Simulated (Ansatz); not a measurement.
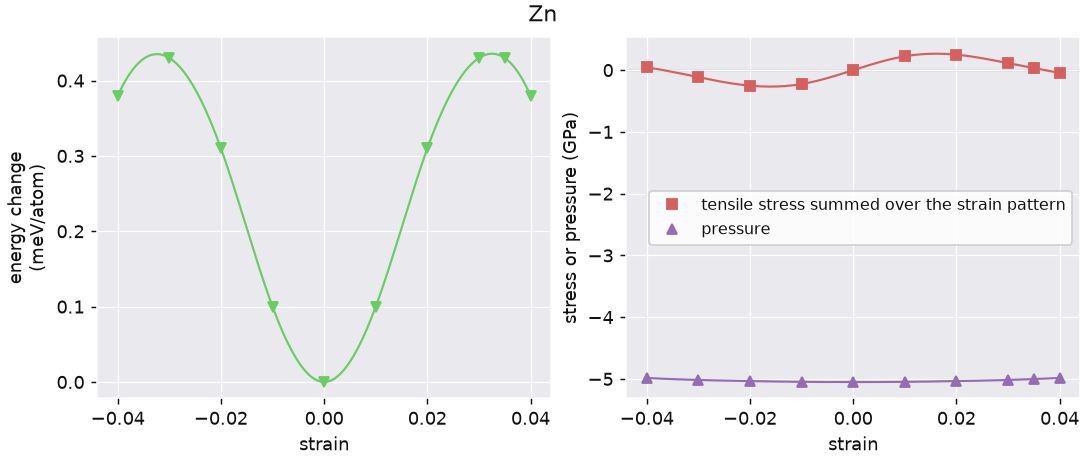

The plot gives the computed energy change, tensile stress summed over the strain pattern and pressure against strain for Zn, space group Fm-3m (No. 225).

Structure:
```xyz
1
Lattice="0.0000 1.9648 1.9648 1.9648 0.0000 1.9648 1.9648 1.9648 0.0000" Properties=species:S:1:pos:R:3 pbc="T T T"
Zn    0.0000    0.0000    0.0000
```

How it was computed, with Ansatz 0.2.0: homogeneous strain of a crystal along one Voigt pattern with engineering shear, fractional coordinates fixed, by plane-wave density functional theory with PAW datasets, free energies less that of the undisturbed cell, pressure positive in compression; scalar-relativistic. Level: PBEsol, no spin polarisation.

| setting | value |
| --- | --- |
| wave cutoff | 420 eV |
| k mesh | 20×20×20 |
| occupations | Gaussian |
| smearing width | 0.15 eV |
| k shift | (0, 0, 0) (mesh steps) |
| start | as given |
| strain pattern | (0, 0, 0, 0, 1, 0) (xx yy zz yz xz xy with engineering shear) |

The points at strain −0.03, −0.01, 0.02 and 0.04 follow from computed ones by symmetry.

### Where does the curve of the energy change have its lowest point?

The lowest computed point is at strain 0.000 (0.00 meV/atom).

### What does the tensile stress summed over the strain pattern do across the range?

It goes from 0.044 GPa at strain −0.040 to −0.044 GPa at 0.040, not monotonically, with a low of −0.251 GPa at −0.020 and a high of 0.251 GPa at 0.020, and changes sign near −0.037, 0.000 and 0.037.

Caveats: reference crystal is not relaxed.
